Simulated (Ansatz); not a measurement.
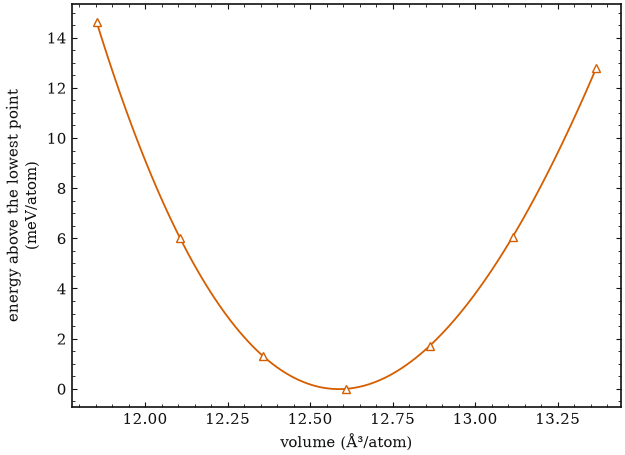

Plotted: energy above the lowest point against volume.

How it was computed, with Ansatz 0.2.0 development build: equation of state of a cubic crystal from periodic Kohn-Sham density functional theory without spin, third-order Birch-Murnaghan fit to the free energies; pressure corrected for the finite basis. Level: PBE, no spin-orbit coupling.

Q: For which of these solids was it computed?
A. Pb, Fm-3m (No. 225)
B. Pb₂O₅, Pn-3m (No. 224)
C. Bi, Pm-3m (No. 221)

A: B, Pb₂O₅: energy above the lowest point from 0.0 meV/atom to 14.6 meV/atom, V0 12.59 Å³/atom, B0 96.5 GPa. The others give: Pb, energy above the lowest point from 0.0 meV/atom to 14.9 meV/atom, V0 32.06 Å³/atom, B0 39.7 GPa; Bi, energy above the lowest point from 0.0 meV/atom to 20.5 meV/atom, V0 35.18 Å³/atom, B0 46.2 GPa.

For Bi, limits of the calculation: cubic model structure, not the ambient form; modest k-mesh, values are not fully converged in k; no spin-orbit coupling with 6p elements.

For Pb, limits of the calculation: no spin-orbit coupling with 6p elements.

For Pb₂O₅, limits of the calculation: cubic model structure, not the ambient form; no spin polarisation, a magnetic state may lie lower; no spin-orbit coupling with 6p elements.
